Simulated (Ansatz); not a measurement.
Run report: Ni, geometry relaxation

The run: geometry relaxation of Ni (Fm-3m, 4 atoms in the cell). Method and program: DFT PBE, scalar-relativistic, plane waves, PAW, spin-polarised (Ansatz 0.2.0).

The structure derives from a Materials Project entry. It belongs to a series of runs on one base structure; here: 4 of 4 Cd sites taken by Ni, cell and atoms relaxed. Figures and captions count atoms from 1; the log counts them from 0 in places.

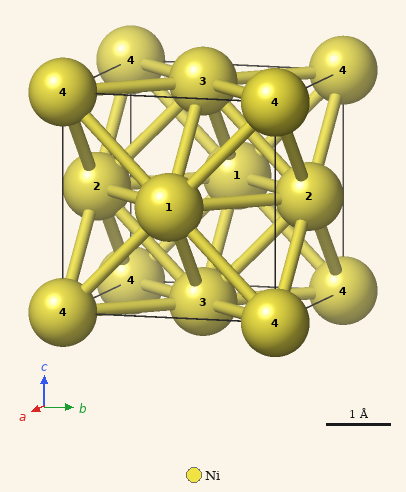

Fig. 1: The starting structure (ball-and-stick view of the cell of the calculation, seen slightly off an axis; atoms are numbered from 1 in the order of the input). Near neighbours in the crystal (not all of them lie inside the picture): Ni has 12 Ni at 2.49 Å.

### Input file
```yaml
crystal:
  lattice:
    - [3.5184967563, 0.0, 0.0]
    - [0.0, -3.5184967563, 0.0]
    - [0.0, 0.0, -3.5184967563]
  atoms:
    - { symbol: Ni, position: [0.0, 0.5, 0.5], spin: 0.75 }
    - { symbol: Ni, position: [0.5, 0.0, 0.5], spin: 0.75 }
    - { symbol: Ni, position: [0.5, 0.5, 0.0], spin: 0.75 }
    - { symbol: Ni, position: [0.0, 0.0, 0.0], spin: 0.75 }
basis:
  ecutwfc: 420
kpoints:
  mp_grid: { grid: [10, 10, 10] }
hamiltonian:
  xc: pbe
scf:
  occupations: { method: gaussian, width: 0.1 }
output:
  forces: true
  stress: true
  eigenvalues: true
  populations: true
  write_density: true
  write_potential: true
  elf: true
  volumetric_format: npy
magnetization:
  spin_polarized: true
relax:
  adjacent_minimum: "off"
  f_tol: 0.015
  max_steps: 60
  cell: { stress_tol: 0.15 }
```

Machine: 1 thread of Arm Neoverse N1, 60 GiB of memory available, shared host.

Run as:
```bash
ansatz run input.yaml --threads 1 --pin off --max-ram 2560MiB --backend cpu --events-out ev --progress --plain --runs-dir out
```

### Output
```
Engine: ansatz 0.2.0, aarch64-unknown-linux-gnu
Pseudopotentials: kind: paw
Pseudopotential: Ni, paw, valence charge 18, recommended cutoff 420 eV (normal), Ni.paw.azcp
Functional definition: PBE
  parameter kappa = 0.804
  parameter beta = 0.06672455060314922
  exchange = pbe_x(kappa = kappa, mu = beta*pi^2/3)
  correlation = pbe_c(beta = beta)
Crystal: 4 atoms, lattice volume = 43.558 Å³
Basis set: ecut = 420 eV, 847 PW (Γ), exchange–correlation on 48×48×48 points (8 copies of the dense FFT grid, shifted against one another)
Bands: 45, of which v1, the nominal top of the filled ones, is band 36 counted from 1 (35 counted from 0)
Symmetry: 192 space group operations
Space group: Fm-3m (ITA 225), of the structure as read, at distance tolerance 3.5e-5 Å
Magnetic group: BNS 225.116 (UNI 1618), of the structure as read, at distance tolerance 3.5e-5 Å
k-points: 56 of 1000
Non-local potential: Ni, projectors of the file, l = 0: 3, l = 1: 2, l = 2: 3, l = 3: 1
PAW form: soft (Blöchl's): semilocal exchange-correlation on the pseudo side does not see the compensation charge
PAW one-centre angular grid: Ni, 590 points (default); XC on 64 Gauss nodes
Initial density: superposition of atomic densities (chi_scale 0.1, normalization cell)
Starting moments: Σ|m| = 3 μB on 4 of 4 sites
Initial wavefunctions: pseudopotential atomic-orbital guess
Functional: x = pbe(κ = 0.804, μ = 0.2195149727645171), c = pbe(β = 0.06672455060314922)
iter 1 solved again at ethr=2.64e-3 eV; its pass at ethr=3.10e-3 eV (dr2=1.90e0 eV) is discarded
SCF iter   1: F=—  HF=-23355.677044 eV  |F-HF|=—  |Δ(HF+E_count)|=         —  Δρ=6.62e-2 (↑1.94e-2 ↓6.62e-2)  dr2=1.90e0  dr2_m=2.29e-1  M=3.059 μB ∫|m|=3.234 μB  β_m=0.30  ethr=2.64e-3  ⟨swp⟩=1.5  Hψ=21559  notcnv=0
Mixer restart at iter 1: flushing history
preconditioner: auto → Kerker (q_TF=auto, 2.967 Å⁻¹)  [metal: Δε(μ)=0.022 eV  Ē_g=8.374 eV  σ=0.100 eV  W_gap=0.12  n_scr=18 (ndim 8)  ℏωp=35.6 eV  f_vac=0.000  D(μ)=7.02/eV (n_scr^D=122)]
spin=Collinear: Kerker preconditioning applied to the charge; magnetization (m = ρ↑ − ρ↓) channel mixes plain (no charge-response kernel on spin).
SCF iter   2: F=—  HF=-23355.538419 eV  |F-HF|=—  |Δ(HF+E_count)|=   1.39e-1  Δρ=2.29e-2 (↑2.29e-2 ↓1.58e-2)  dr2=5.18e-2  dr2_m=9.47e-2  M=2.939 μB ∫|m|=3.182 μB  β_m=0.31  ethr=2.64e-3  ⟨swp⟩=2.0  Hψ=7731  notcnv=0
SCF iter   3: F=—  HF=-23356.773488 eV  |F-HF|=—  |Δ(HF+E_count)|=         —  Δρ=1.95e-2 (↑1.95e-2 ↓1.02e-2)  dr2=9.21e-2  dr2_m=3.02e-2  M=2.844 μB ∫|m|=3.125 μB  β_m=0.31  ethr=7.20e-5  ⟨swp⟩=2.0  Hψ=9013  notcnv=0  defer=236
Mixer restart at iter 3: flushing history
SCF iter   4: F=—  HF=-23357.626877 eV  |F-HF|=—  |Δ(HF+E_count)|=   8.53e-1  Δρ=1.43e-2 (↑1.43e-2 ↓1.05e-2)  dr2=1.02e-1  dr2_m=8.27e-3  M=2.770 μB ∫|m|=3.069 μB  β_m=0.65  ethr=7.20e-5  ⟨swp⟩=2.2  Hψ=8248  notcnv=0  defer=240
SCF iter   5: F=—  HF=-23358.692385 eV  |F-HF|=—  |Δ(HF+E_count)|=    1.07e0  Δρ=1.05e-2 (↑6.53e-3 ↓1.05e-2)  dr2=8.12e-2  dr2_m=3.12e-3  M=2.657 μB ∫|m|=2.994 μB  β_m=0.83  ethr=7.20e-5  ⟨swp⟩=2.0  Hψ=9417  notcnv=0  defer=247
SCF iter   6: F=—  HF=-23358.899600 eV  |F-HF|=—  |Δ(HF+E_count)|=   2.07e-1  Δρ=3.69e-3 (↑1.31e-3 ↓3.69e-3)  dr2=4.27e-3  dr2_m=1.90e-3  M=2.592 μB ∫|m|=2.956 μB  β_m=0.77  ethr=7.20e-5  ⟨swp⟩=2.0  Hψ=8668  notcnv=0  defer=247
SCF iter   7: F=—  HF=-23358.903420 eV  |F-HF|=—  |Δ(HF+E_count)|=   3.82e-3  Δρ=2.26e-3 (↑2.26e-3 ↓1.03e-3)  dr2=1.57e-3  dr2_m=2.12e-4  M=2.592 μB ∫|m|=2.957 μB  β_m=0.76  ethr=5.93e-6  ⟨swp⟩=2.2  Hψ=8322  notcnv=0  defer=247
SCF iter   8: F=—  HF=-23358.901937 eV  |F-HF|=—  |Δ(HF+E_count)|=   1.48e-3  Δρ=2.68e-3 (↑1.18e-3 ↓2.68e-3)  dr2=4.03e-3  dr2_m=2.73e-4  M=2.588 μB ∫|m|=2.951 μB  β_m=0.69  ethr=2.18e-6  ⟨swp⟩=2.0  Hψ=9010  notcnv=0  defer=247
SCF iter   9: F=—  HF=-23358.902794 eV  |F-HF|=—  |Δ(HF+E_count)|=   8.57e-4  Δρ=1.18e-3 (↑5.06e-4 ↓1.18e-3)  dr2=7.70e-4  dr2_m=5.52e-5  M=2.586 μB ∫|m|=2.950 μB  β_m=0.84  ethr=2.18e-6  ⟨swp⟩=2.0  Hψ=6940  notcnv=0  defer=247
SCF iter  10: F=—  HF=-23358.902968 eV  |F-HF|=—  |Δ(HF+E_count)|=   1.75e-4  Δρ=1.93e-4 (↑6.69e-5 ↓1.93e-4)  dr2=1.86e-5  dr2_m=1.96e-6  M=2.585 μB ∫|m|=2.949 μB  β_m=0.92  ethr=1.07e-6  ⟨swp⟩=2.0  Hψ=6804  notcnv=0  defer=247
SCF iter  11: F=—  HF=-23358.902977 eV  |F-HF|=—  |Δ(HF+E_count)|=   8.39e-6  Δρ=2.45e-5 (↑6.70e-6 ↓2.45e-5)  dr2=2.52e-7  dr2_m=5.27e-8  M=2.584 μB ∫|m|=2.949 μB  β_m=0.96  ethr=2.58e-8  ⟨swp⟩=2.1  Hψ=7352  notcnv=0  defer=247
SCF iter  12: F=—  HF=-23358.902977 eV  |F-HF|=—  |Δ(HF+E_count)|=   2.23e-7  Δρ=4.07e-6 (↑1.68e-6 ↓4.07e-6)  dr2=8.32e-9  dr2_m=7.28e-10  M=2.584 μB ∫|m|=2.949 μB  β_m=0.98  ethr=3.49e-10  ⟨swp⟩=2.1  Hψ=7996  notcnv=0  defer=247
SCF iter  13: F=-23358.902977 eV  HF=-23358.902977 eV  |F-HF|=7.28e-11  |Δ(HF+E_count)|=   1.04e-9  Δρ=4.82e-7 (↑1.72e-7 ↓4.82e-7)  dr2=1.17e-10  dr2_m=1.36e-11  M=2.584 μB ∫|m|=2.949 μB  ethr=1.16e-11  ⟨swp⟩=10.2  Hψ=31096  notcnv=0
SCF 1 converged in 13 iterations: F = -23358.902977 eV  dr2 = 1.17e-10
  greatest PAW one-centre occupation: 1.001 electrons in one spin orbital (limit 2), on the Ni atom at site 3 (counted from 0), in its partial waves of l = 1
relax step   1: F+E_penalty+E_count = -23358.90297704 eV  Δ(F+E_penalty+E_count) = +0.000e0 eV  max|allowed force component| = 2.243e-29 eV/Å  Δτ_max = 0.0000 Å  P = +0.012 GPa  Ω = 43.558 Å³  (13 SCF iters, accepted)
Initial density: handed on by an earlier stage of this run
Starting moments: Σ|m| = 3 μB on 4 of 4 sites; this step starts from the density that it was given
Initial wavefunctions: pseudopotential atomic-orbital guess (no wavefunctions were taken with the density)
iter 1 solved again at ethr=1.62e-9 eV; its pass at ethr=3.10e-3 eV (dr2=1.17e-6 eV) is discarded
SCF iter   1: F=—  HF=-23358.902977 eV  |F-HF|=—  |Δ(HF+E_count)|=         —  Δρ=2.85e-7 (↑2.85e-7 ↓1.89e-7)  dr2=3.44e-11  dr2_m=1.77e-12  M=2.584 μB ∫|m|=2.949 μB  β_m=0.65  ethr=1.62e-9  ⟨swp⟩=4.7  Hψ=34345  notcnv=0
preconditioner: auto → none  [metal: Δε(μ)=0.007 eV  Ē_g=9.041 eV  σ=0.100 eV  W_gap=0.04  n_scr=6 (ndim 8)  ℏωp=35.6 eV  f_vac=0.000  D(μ)=6.54/eV (n_scr^D=92)]
SCF iter   2: F=—  HF=-23358.902977 eV  |F-HF|=—  |Δ(HF+E_count)|=   4.55e-7  Δρ=6.98e-7 (↑4.77e-7 ↓6.98e-7)  dr2=3.30e-10  dr2_m=5.21e-12  M=2.584 μB ∫|m|=2.949 μB  β_m=0.30  ethr=1.00e-12  ⟨swp⟩=2.5  Hψ=9617  notcnv=0
SCF iter   3: F=-23358.902977 eV  HF=-23358.902977 eV  |F-HF|=1.49e-10  |Δ(HF+E_count)|=  6.18e-11  Δρ=5.74e-7 (↑2.55e-7 ↓5.74e-7)  dr2=1.83e-10  dr2_m=1.16e-11  M=2.584 μB ∫|m|=2.949 μB  ethr=1.00e-12  ⟨swp⟩=5.5  Hψ=24511  notcnv=0
SCF 2 converged in 3 iterations: F = -23358.902977 eV  dr2 = 1.83e-10
relax step   2: F+E_penalty+E_count = -23358.90297704 eV  Δ(F+E_penalty+E_count) = +5.457e-11 eV  max|allowed force component| = 1.551e-29 eV/Å  Δτ_max = 0.0000 Å  P = +0.012 GPa  Ω = 43.558 Å³  stress off target by 1.19e-2 GPa  SCF on the basis re-selected at this cell (its energy is not comparable with the rows above)  (3 SCF iters)
```

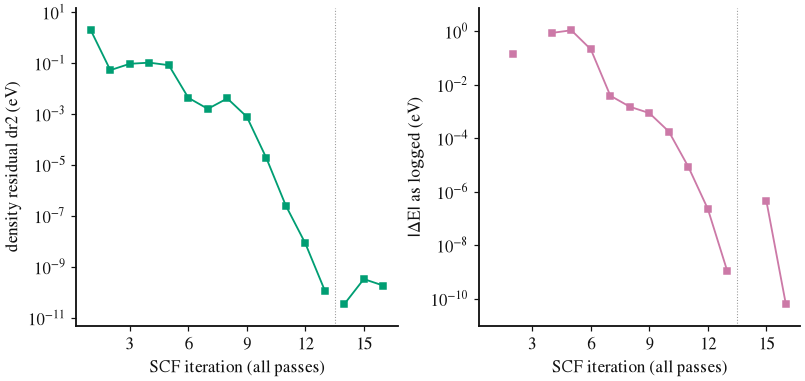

Fig. 2: Convergence of the self-consistent field: density residual dr2 and size of the energy change against the SCF iteration. The dotted lines part the SCF passes of the relaxation: geometry steps, rejected trials and re-solves on a re-selected basis. The passes take 13 and 3 iterations.

```
basis re-selected at this cell: Δ(F+E_penalty+E_count) = +5.457e-11 eV, ΔP = -0.000 GPa vs the last step (what re-selecting the basis moved, of the pressure what is left beyond the Pulay correction that the steps carried, after the strain that the cell walked since its last selection, with what the two solves' SCF thresholds leave and, on support functions, any second-order correction that the steps lacked; it is no measure of the basis error at this ecutwfc). This SCF's stress stands 1.19e-2 GPa from its target on what of the cell is left free (relax.cell.stress_tol is 1.50e-1 GPa) and its largest allowed force component is 1.55e-29 eV/Å (relax.f_tol is 1.50e-2 eV/Å): within both
SCF converged after 3 iterations
Magnetization: 2.5844 μB (37.2922 up, 34.7078 down)
Absolute magnetization: 2.9519 μB (∫|ρ↑−ρ↓|, with the PAW one-centre terms)
Spin contamination: 0.0282 ħ² per cell (⟨S²⟩ above its minimum at these occupations)
Per-site moments (μB) at R_I (Å): [(0.6849028765930563, 1.026280577834573), (0.6849028765930563, 1.026280577834573), (0.6849028765930563, 1.026280577834573), (0.6849028765930563, 1.026280577834573)]
Free energy (F): -23358.902977 eV
Harris-Foulkes:  -23358.902977 eV  (|F-HF|=1.49e-10)
Internal energy: -23358.870284 eV  (E = F + TS)
E sigma→0 (E₀):  -23358.886630 eV
Entropy (-TS):   -0.032693 eV (-8.173 meV/atom)
Fermi energy:    18.167292 eV
--- Per-component energies (eV) ---
  E_band       = -1138.911776
  E_kinetic    = 1128.225470
  E_local      = -13753.142788  (includes V_loc(G=0)·N_el)
  E_nonlocal   = 2541.899321
  E_hartree    = 5740.574927
  E_xc         = -339.191084
  E_vxc        = -437.385807  (∫ρ·V_xc dr)
  E_paw        = -6518.292575  (= ΣΔE_a)
  E_vpaw       = -2099.662229  (= ΣTr[D̂ρ^β])
  E_aug_tail   = 0.002344  (compensation charges beyond the density's cutoff)
  E_ewald      = -12158.945899
  E_smearing   = -0.032693  (= −TS)
  E_closure    = 0.000000  (closes the sum)
  Σ components = -23358.902977   (vs F -23358.902977, Δ=0.00e0)
--- Forces (eV/Å), atoms counted from 1 ---
  atom   1  Ni     0.00000000    -0.00000000    -0.00000000
  atom   2  Ni     0.00000000     0.00000000    -0.00000000
  atom   3  Ni     0.00000000    -0.00000000    -0.00000000
  atom   4  Ni     0.00000000     0.00000000    -0.00000000
  max |Σ_I F_I| component: 1.34e-28 eV/Å
--- Stress (GPa, compression-positive) ---
        0.011919       0.000000       0.000000
       -0.000000       0.011919      -0.000000
        0.000000       0.000000       0.011919
  P = ⅓ Tr σ = 0.0119 GPa (0.119 kbar)
--- Band table (eV; the first three rows and the last of 112) ---
  k-point 0 ↑: bands = ["-85.5247", "-85.4803", "-85.4803", "-85.4803", "-45.9877", "-45.9877", "-45.9877", "-45.8635", "-45.8635", "-45.8635", "-45.8635", "-45.8635", "-45.8635", "-45.7819", "-45.7819", "-45.7819", "9.0428", "13.4565", "13.4565", "13.4565", "13.9134", "13.9134", "13.9134", "15.6905", "15.6905", "15.6905", "16.8815", "16.8815", "17.5967", "17.5967", "17.5967", "17.6682", "17.6682", "17.6682", "17.6682", "17.6682", "17.6682", "20.5085", "20.5085", "20.5085", "27.2936", "27.2936", "27.2936", "32.8864", "32.8864"]
  k-point 1 ↑: bands = ["-85.5236", "-85.4814", "-85.4803", "-85.4803", "-45.9847", "-45.9847", "-45.9828", "-45.8665", "-45.8665", "-45.8636", "-45.8636", "-45.8615", "-45.8615", "-45.7871", "-45.7839", "-45.7839", "9.1734", "13.4638", "13.5245", "13.5245", "13.9536", "13.9575", "13.9575", "15.6433", "15.7272", "15.7272", "16.8379", "16.8984", "17.3770", "17.3770", "17.5400", "17.5400", "17.5786", "17.6027", "17.6027", "17.6683", "17.6683", "19.8457", "20.9094", "20.9094", "27.3260", "27.3260", "28.1871", "32.1332", "32.1332"]
  k-point 2 ↑: bands = ["-85.5205", "-85.4846", "-85.4803", "-85.4803", "-45.9759", "-45.9759", "-45.9687", "-45.8754", "-45.8754", "-45.8640", "-45.8640", "-45.8557", "-45.8557", "-45.8022", "-45.7897", "-45.7897", "9.5598", "13.4501", "13.7148", "13.7148", "14.0711", "14.0905", "14.0905", "15.5077", "15.8360", "15.8360", "16.7148", "16.7741", "16.7741", "16.9479", "17.3784", "17.3784", "17.4198", "17.4198", "17.5265", "17.6686", "17.6686", "18.5059", "21.8396", "21.8396", "27.4280", "27.4280", "30.2406", "30.6274", "30.6274"]
  k-point 55 ↓: bands = ["-84.6294", "-84.6294", "-84.6294", "-84.6294", "-45.1652", "-45.1652", "-45.1652", "-45.1652", "-44.9721", "-44.9721", "-44.9721", "-44.9721", "-44.9721", "-44.9721", "-44.9721", "-44.9721", "13.6963", "13.6963", "13.6963", "13.6963", "16.3514", "16.3514", "16.3514", "16.3514", "16.3514", "16.3514", "16.3514", "16.3514", "17.7055", "17.7055", "17.7055", "17.7055", "18.3280", "18.3280", "18.3280", "18.3280", "18.3280", "18.3280", "18.3280", "18.3280", "24.1938", "24.1938", "24.1938", "24.1938", "40.0325"]
--- Relaxed structure (1 steps of the walk, 1 accepted, 1 SCFs on fresh bases) ---
  F+E_penalty+E_count = -23358.90297704 eV   max|allowed force component| = 1.551e-29 eV/Å   (the final SCF, on the basis selected at the relaxed cell)
  cell:  # Å, volume = 43.5584 Å³
    - [3.5184967563, 0.0, 0.0]
    - [0.0, -3.5184967563, 0.0]
    - [0.0, 0.0, -3.5184967563]
  atoms:
    - { symbol: Ni, position: [0.0, 0.5, 0.5] }
    - { symbol: Ni, position: [0.5, 0.0, 0.5] }
    - { symbol: Ni, position: [0.5, 0.5, 0.0] }
    - { symbol: Ni, position: [0.0, 0.0, 0.0] }
--- Löwdin populations: 4 sites ---
  site symbol       q [e]    m [muB]
     0     Ni     17.7781     0.6762
     1     Ni     17.7781     0.6762
     2     Ni     17.7781     0.6762
     3     Ni     17.7781     0.6762
  spilling = 0.012328 (of n_electrons = 72.000000)
```

### File populations.tsv
```
# site	symbol	l	j	q_up	q_dn
# orbitals = lowdin
# n_electrons = 72.000000
# spilling = 0.012328
0	Ni	0_3S	-	0.998001	0.998073
0	Ni	0_4S	-	0.472407	0.484523
0	Ni	1_3P	-	2.999091	2.999060
0	Ni	2_3D	-	4.757669	4.069280
1	Ni	0_3S	-	0.998001	0.998073
1	Ni	0_4S	-	0.472407	0.484523
1	Ni	1_3P	-	2.999091	2.999060
1	Ni	2_3D	-	4.757669	4.069280
2	Ni	0_3S	-	0.998001	0.998073
2	Ni	0_4S	-	0.472407	0.484523
2	Ni	1_3P	-	2.999091	2.999060
2	Ni	2_3D	-	4.757669	4.069280
3	Ni	0_3S	-	0.998001	0.998073
3	Ni	0_4S	-	0.472407	0.484523
3	Ni	1_3P	-	2.999091	2.999060
3	Ni	2_3D	-	4.757669	4.069280
```

### Trajectory as extended XYZ (Å, eV, eV/Å), 2 frames, from step=1 to step=2
```
4
Lattice="3.5185 0.0000 0.0000 0.0000 -3.5185 0.0000 0.0000 0.0000 -3.5185" Properties=species:S:1:pos:R:3:forces:R:3 step=1 energy=-23358.90298 pressure_GPa=0.01
Ni    0.0000   -1.7592   -1.7592    0.0000   0.0000   0.0000
Ni    1.7592    0.0000   -1.7592    0.0000   0.0000   0.0000
Ni    1.7592   -1.7592    0.0000    0.0000   0.0000   0.0000
Ni    0.0000    0.0000    0.0000    0.0000   0.0000   0.0000
4
Lattice="3.5185 0.0000 0.0000 0.0000 -3.5185 0.0000 0.0000 0.0000 -3.5185" Properties=species:S:1:pos:R:3:forces:R:3 step=2 energy=-23358.90298 pressure_GPa=0.01
Ni    0.0000   -1.7592   -1.7592    0.0000   0.0000   0.0000
Ni    1.7592    0.0000   -1.7592    0.0000   0.0000   0.0000
Ni    1.7592   -1.7592    0.0000    0.0000   0.0000   0.0000
Ni    0.0000    0.0000    0.0000    0.0000   0.0000   0.0000
```

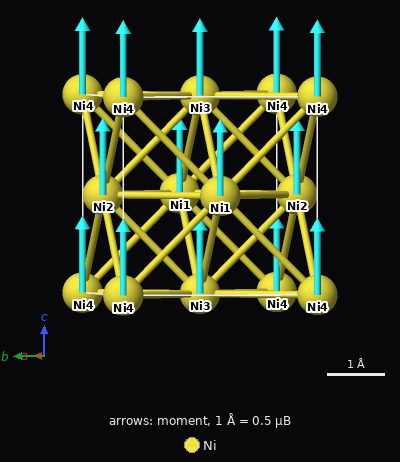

Fig. 3: Magnetic moments of the sites as teal arrows (ball-and-stick view of the cell of the calculation, seen at an oblique angle; atoms are numbered from 1 in the order of the input); small moments hardly show. The run is collinear, so the axis drawn is arbitrary. Site moments: all 4 Ni atoms (0.68 μB). They are counted near the atoms and needn't add up to the moment of the cell.

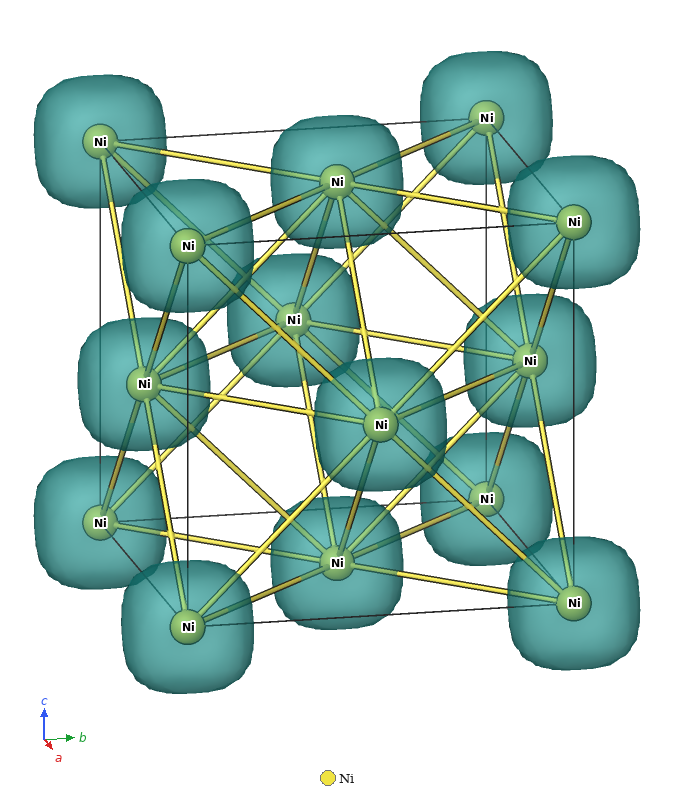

Fig. 4: Isosurface of the spin density (up minus down) at +0.15 e/Å³ (teal), seen slightly off an axis. Sticks mark near contacts. The outline is the cell set on symmetry axes. The cell of the calculation (4 atoms) carries 2.6 μB net. The fields are those of the smooth PAW valence density.

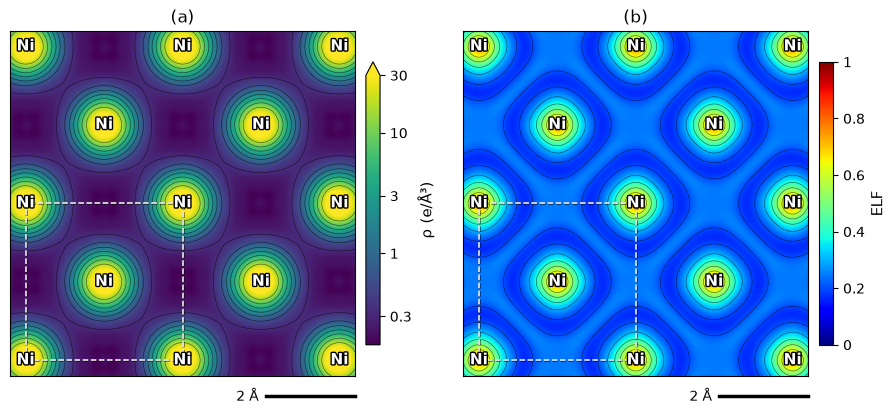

Fig. 5: (a) valence electron density; (b) ELF on the (100) plane of the conventional cell. The section cuts through Ni sites. Ni–Ni (2.49 Å): ρ at the midpoint is about 0.32 e/Å³; the ELF is about 0.25 at the midpoint; no shared electron pair. Away from the nuclei the density in this plane falls to 0.17 e/Å³ at its lowest. The strong features right at Ni lie inside the PAW spheres (semicore, d or f shells) and say nothing about bonding.

### Results in brief

```tsv
quantity	value
outcome	converged
space group (tolerance 0.01 Å)	Fm-3m (225)
electrons treated	72
free energy	−23358.9030 eV
Fermi energy	18.167 eV
gap on the k-point mesh	none (metallic)
net moment of the cell	2.58 μB
integrated absolute moment	2.95 μB
pressure	0.01 GPa
final volume	43.56 Å³
largest force (length of the vector) at the end	under 0.001 eV/Å
final cell	a = 3.518 Å, b = 3.518 Å, c = 3.518 Å, α = 90.00°, β = 90.00°, γ = 90.00°
wall time	60 s
peak memory	0.5 GiB
```
